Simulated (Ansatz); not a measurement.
Consider AlAs.

Input file:

```
crystal:
  lattice:
    - [0.0, 2.8681655609, 2.8389246371]
    - [2.8681655609, 0.0, 2.8389246371]
    - [2.8681655609, 2.8681655609, 0.0]
  atoms:
    - { symbol: Al, position: [0.0, 0.0, 0.0] }
    - { symbol: As, position: [0.25, 0.25, 0.25] }
kpoints:
  mp_grid: { grid: [8, 8, 8] }
  band_path:
    path:
      - [0.0, 0.0, 0.0]
      - [-0.5, -0.5, 0.0]
      - [-0.375, -0.375, 0.25]
      - [-0.375, 0.0, 0.375]
      - [0.0, 0.0, 0.5]
      - [-0.5, -0.25, 0.25]
    npoints: 1
hamiltonian:
  xc: r2scan
scf:
  occupations: { method: fixed }
  n_extra_bands: 4
output:
  forces: true
  stress: true
  eigenvalues: true
  write_density: true
  write_potential: true
  elf: true
  volumetric_format: npy
```

Command:

```sh
ansatz run input.yaml --threads 4 --pin off --max-ram 3686MiB --backend cpu --events-out ev --progress --plain --runs-dir out
```

Below, planes, directions and counts refer to the conventional cell (a = 4.06 Å, b = 4.06 Å, c = 5.68 Å, α = 90.00°, β = 90.00°, γ = 90.00°).

Space group I-4m2; started from the zincblende prototype, which need not be the ambient phase; changed on purpose from its base cell (biaxial xy strain +1.0%).

The calculation used DFT, r2SCAN, plane waves, PAW in Ansatz 0.2.0.

Question: What can the converged valence pseudo-density and electron localisation function tell about the bonding?

Answer: Al–As (2.48 Å): ρ at the midpoint is about 0.47 e/Å³; the ELF peaks at about 0.95 between the atoms, as expected for a shared electron pair.

Question: Does the calculation make it a metal, or give it a gap?

Answer: It is gapped, with a Kohn–Sham gap of 1.8 eV on the k-point mesh, an upper bound to the gap of this method.

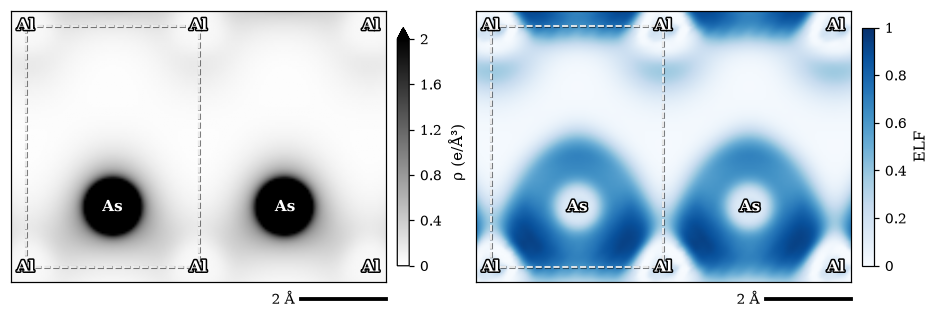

Computed valence pseudo-density and electron localisation function on the (100) plane of the conventional cell, in this order. 

The density is the valence pseudo-density of a PAW calculation; it isn't the true density close to the nuclei.
